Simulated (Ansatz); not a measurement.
## Electronic structure of Si16O (cell with a defect) in real space

Input

```
crystal:
  lattice:
    - [0.0, 5.43, 5.43]
    - [5.43, 0.0, 5.43]
    - [5.43, 5.43, 0.0]
  atoms:
    - { symbol: Si, position: [0.0, 0.0, 0.0] }
    - { symbol: Si, position: [0.125, 0.125, 0.125] }
    - { symbol: Si, position: [0.0, 0.0, 0.5] }
    - { symbol: Si, position: [0.125, 0.125, 0.625] }
    - { symbol: Si, position: [0.0, 0.5, 0.0] }
    - { symbol: Si, position: [0.125, 0.625, 0.125] }
    - { symbol: Si, position: [0.0, 0.5, 0.5] }
    - { symbol: Si, position: [0.125, 0.625, 0.625] }
    - { symbol: Si, position: [0.5, 0.0, 0.0] }
    - { symbol: Si, position: [0.625, 0.125, 0.125] }
    - { symbol: Si, position: [0.5, 0.0, 0.5] }
    - { symbol: Si, position: [0.625, 0.125, 0.625] }
    - { symbol: Si, position: [0.5, 0.5, 0.0] }
    - { symbol: Si, position: [0.625, 0.625, 0.125] }
    - { symbol: Si, position: [0.5, 0.5, 0.5] }
    - { symbol: Si, position: [0.625, 0.625, 0.625] }
    - { symbol: O, position: [0.7634658, 0.7466016, 0.2421913], spin: 1.0 }
magnetization:
  spin_polarized: true
basis:
  ecutwfc: 500.0
kpoints:
  mp_grid: { grid: [2, 2, 2] }
hamiltonian:
  xc: r2scan
  pseudopotentials: { kind: paw, azcp: { folder: soft_1 } }
scf:
  occupations: { method: gaussian, width: 0.05 }
  lower_state_search: "off"
relax:
  f_tol: 0.03
  max_steps: 60
  adjacent_minimum: "off"
output:
  write_density: true
  write_potential: true
  elf: true
  volumetric_format: npy
```

Command:

```sh
ansatz run input.yaml --threads 4 --pin off --max-ram 10240MiB --backend cpu --events-out ev --progress --plain --runs-dir out
```

The fields are those of the run's last geometry, not of the input's.

PAW files of the earlier set (soft_1); the program warned that a starting moment wasn't kept; spin-polarised, but the moments vanished.

Level of theory: DFT r2SCAN, scalar-relativistic, plane waves, PAW in Ansatz 0.2.0.

In a PAW calculation such maps are meaningful between the atoms, not at the nuclei.

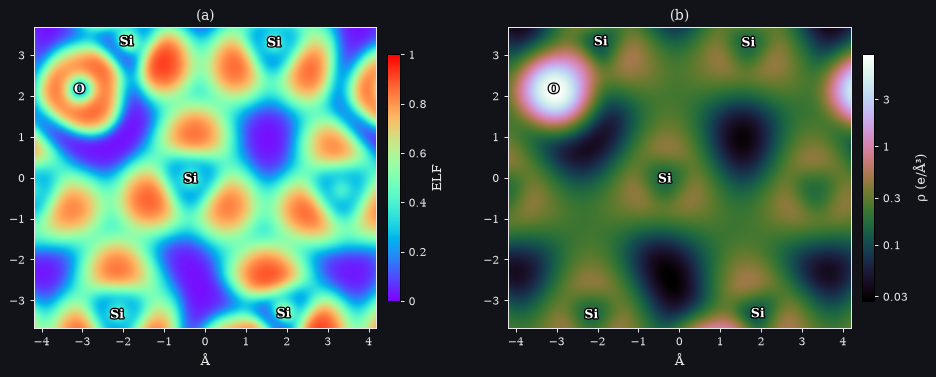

Figure 1. (a) electron localisation function; (b) valence electron density on the (111) plane of the calculation cell.

Question: Interpret the plot.

Answer: Atoms in the plane: Si and O.
Atoms just off the plane (Si, 0.3 Å away) can leave unmarked features too.
Si–O (1.64 Å): ρ is about 1.2 e/Å³ halfway; the ELF peaks at about 0.85 between the atoms, as expected for a polar covalent bond.
Between the atoms the lowest density in this plane is 0.03 e/Å³.
The ELF also peaks beside O, away from the bonds: lone-pair regions.

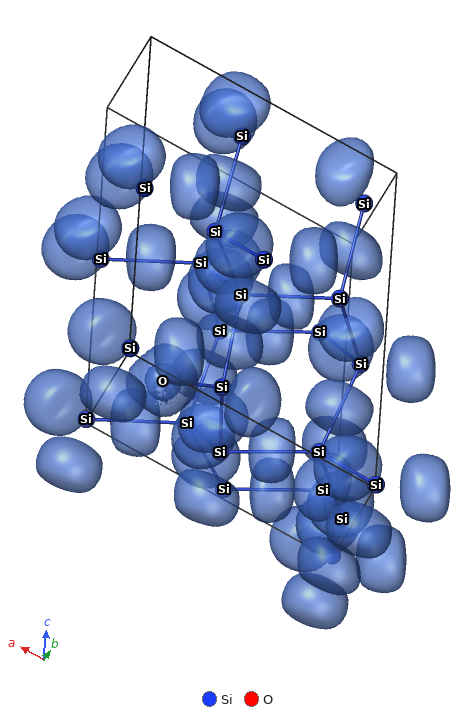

Figure 2. Isosurface of the electron localisation function at 0.75 (blue), seen at an oblique angle. Only the valence region is drawn (cores and ρ < 0.01 e/Å³ removed). Sticks mark near contacts.

Question: Describe the localisation domains.

Answer: The surface consists of 31 regions between bonded Si–Si atoms (shared pairs) and one region on O in which the atom's valence shell and bonds are merged, counted in one cell of 17 atoms. Regions shared between cells count once. Profiles from the grid: Si–Si (2.31 Å): the ELF peaks at about 1 between the atoms, as expected for a covalent bond.

Question: Does the calculation make it a metal, or give it a gap?

Answer: It is gapped, with a Kohn–Sham gap of 0.68 eV on the k-point mesh (the band edges may lie off the mesh, which would make the gap smaller).
